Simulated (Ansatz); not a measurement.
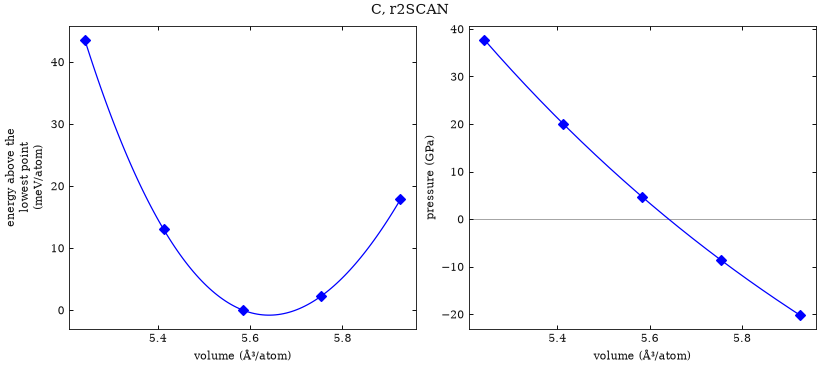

How it was computed, with Ansatz 0.2.0 development build: equation of state of a cubic crystal from periodic Kohn-Sham density functional theory without spin, third-order Birch-Murnaghan fit to the free energies; pressure corrected for the finite basis. Level: r2SCAN.

```
                setting                   value
         structure type                 diamond
          atoms in cell                       2
     space group number                     227
       lattice centring  face-centred primitive
                 k mesh                16×16×16
      occupation method             Fermi–Dirac
       occupation width                  0.1 eV
            wave cutoff                  500 eV
               datasets              soft-1 PAW
      density tolerance                1e-07 eV
                  bands                       8
   density cutoff ratio                       4
search for lower states                 default
```

Caption: Energy above the lowest point and pressure against volume for C, space group Fd-3m (No. 227) (one of a set of cubic test structures, which need not be the stable phase).

A third-order Birch–Murnaghan fit gives V0 = 5.64 Å³/atom, B0 = 450 GPa and B′ = 3.6. The energy above the lowest point is 43.6 meV/atom at volume 5.2419 Å³/atom and 17.8 meV/atom at 5.9256 Å³/atom; the lowest computed point is at volume 5.5837 Å³/atom (0.0 meV/atom). The pressure falls from 37.7 GPa at volume 5.2419 Å³/atom to −20.2 GPa at 5.9256 Å³/atom, and changes sign near 5.64 Å³/atom.

Input of one of the runs behind the figure:
```
crystal:
  lattice:
    - [0.0, 1.774084757137, 1.774084757137]
    - [1.774084757137, 0.0, 1.774084757137]
    - [1.774084757137, 1.774084757137, 0.0]
  atoms:
    - { symbol: C, position: [0, 0, 0] }
    - { symbol: C, position: [0.25, 0.25, 0.25] }
kpoints:
  mp_grid: { grid: [16, 16, 16] }
hamiltonian:
  xc: r2scan
  pseudopotentials: { kind: paw }
scf:
  occupations: { method: fermi_dirac, width: 0.1 }
output:
  forces: true
  stress: true
```

Run as:
```bash
ansatz run input.yaml --threads 1
```
